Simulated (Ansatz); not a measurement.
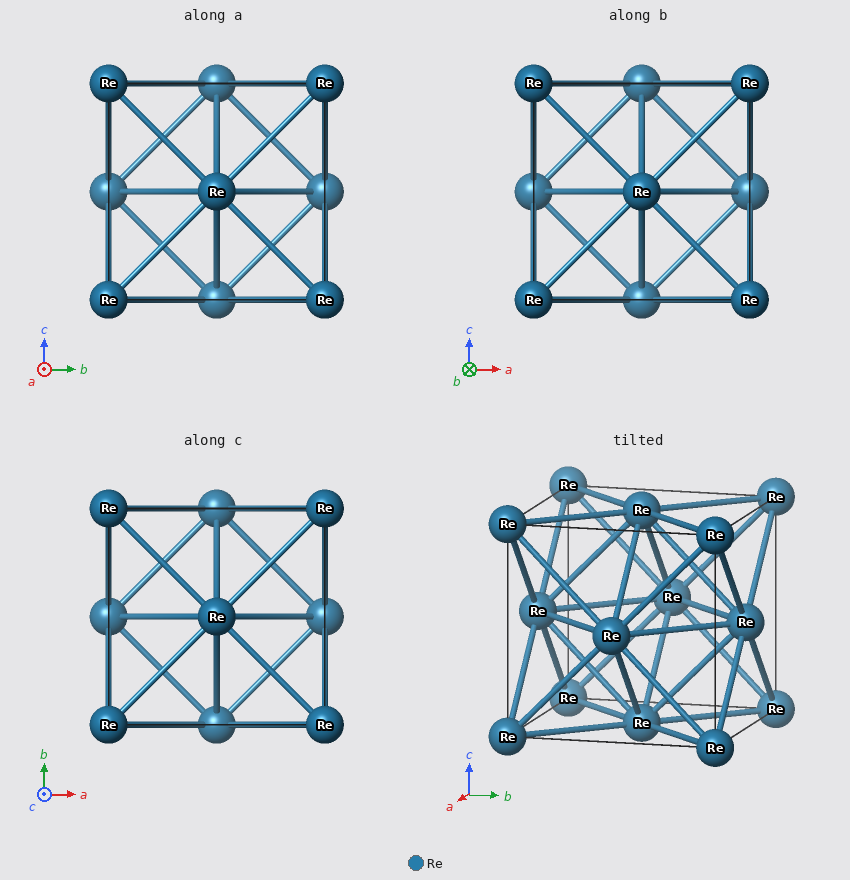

We look at a ball-and-stick model of the crystal along the a axis, along the b axis, along the c axis and slightly off an axis. Atoms at the boundary of the conventional unit cell (the box) are drawn once for each face, edge or corner they touch.

Lattice parameters: a = 3.893 Å, b = 3.893 Å, c = 3.893 Å, α = 90.00°, β = 90.00°, γ = 90.00°. Put a along x and b in the xy plane.

Record the structure as a POSCAR file.

Answer.
```
Re
1.0
     3.893    0.000    0.000
     0.000    3.893    0.000
     0.000    0.000    3.893
Re
4
Direct
  0.0000 0.0000 0.0000
  0.0000 0.5000 0.5000
  0.5000 0.0000 0.5000
  0.5000 0.5000 0.0000
```

The initial geometry was a structure type filled with this element by a generator (whether the element takes this form wasn't checked). Earlier steps of the study may have refined or changed the cell and positions. A calculation with Ansatz used it as input.
